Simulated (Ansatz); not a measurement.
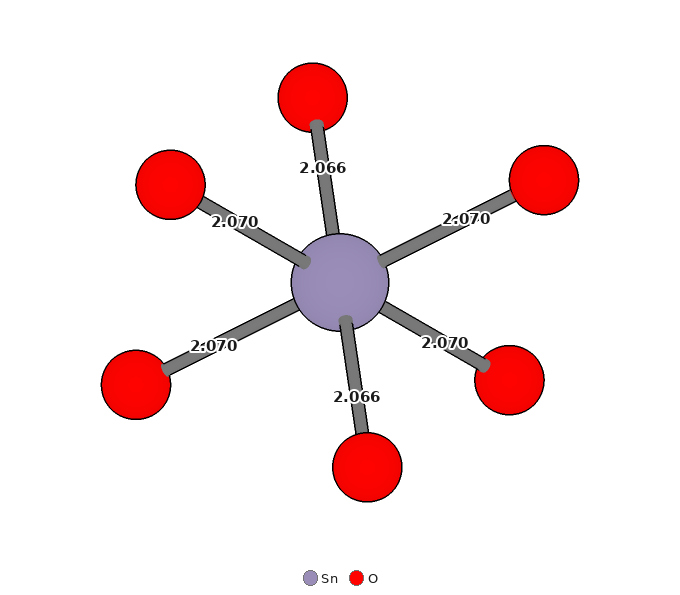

The surroundings of site Sn1 (at 0.500, 0.500, 0.500) in SnO2 (P4_2/mnm, No. 136), with bond lengths in Å.

The cell is taken from the end point of a relaxation with Ansatz 0.2.0, DFT PBEsol, scalar-relativistic, plane waves, PAW.

```
CELL_PARAMETERS angstrom
4.76936 0.00000 0.00000
0.00000 4.76936 0.00000
0.00000 0.00000 3.21198
ATOMIC_POSITIONS crystal
Sn 0.50000 0.50000 0.50000
Sn 0.00000 0.00000 0.00000
O 0.30628 0.30628 0.00000
O 0.80628 0.19372 0.50000
O 0.19372 0.80628 0.50000
O 0.69372 0.69372 0.00000
```

Bond valence s = exp((R0 − d)/b), R0 fitted to published crystal structures with b = 0.37 Å; R0 in Å: Sn4+–O 1.887.

### Calculate the bond-valence sum of Sn1 from the bonds drawn.

2 × 0.616 + 4 × 0.610 = 3.67 v.u., against a formal valence of 4: underbonded (bonds long for this ion) by 0.33.

### And over the whole structure?

```json
{"site": "Sn1", "x, y, z": "0.500, 0.500, 0.500", "formal valence": "+4", "bond-valence sum": "3.75", "difference": "-0.25"}
{"site": "O1", "x, y, z": "0.306, 0.306, 0.000", "formal valence": "−2", "bond-valence sum": "1.87", "difference": "-0.13"}
```

These sums include all anions within 5 Å. The global instability index (root mean square of the differences over all atoms) is 0.18 v.u.: moderate strain, common in real structures.
